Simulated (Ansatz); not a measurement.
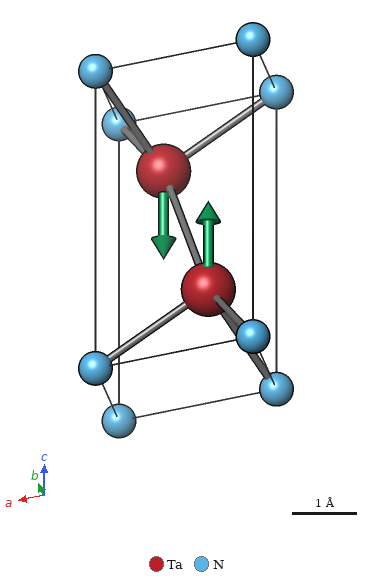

Lattice vibrations of solid Ta$_{2}$N, at the zone centre. The optical levels lie at 106 (×2), 193, 539 (×2), 572 cm⁻¹. One mode is drawn. The green arrows are the displacements of the atoms (eigenvector over the root of the mass), of arbitrary overall length and sign. Style: ball-and-stick. Shown: the cell of the calculation, from a free direction.

All numbers below come from DFT PBEsol, scalar-relativistic, plane waves, PAW in Ansatz. Set-up: plane-wave cutoff 420 eV; k-point mesh 18 × 18 × 10; occupations gaussian; smearing width 0.15 eV; no spin polarisation.

Which of these frequencies is the drawn mode's?

The level at 193 cm⁻¹. This is the A₁g mode, optical level 2 of 4, counted from below, Raman-active by symmetry. The N atoms stay at rest; all motion is along c; atoms of one kind move against one another, with no net shift of their sublattice.
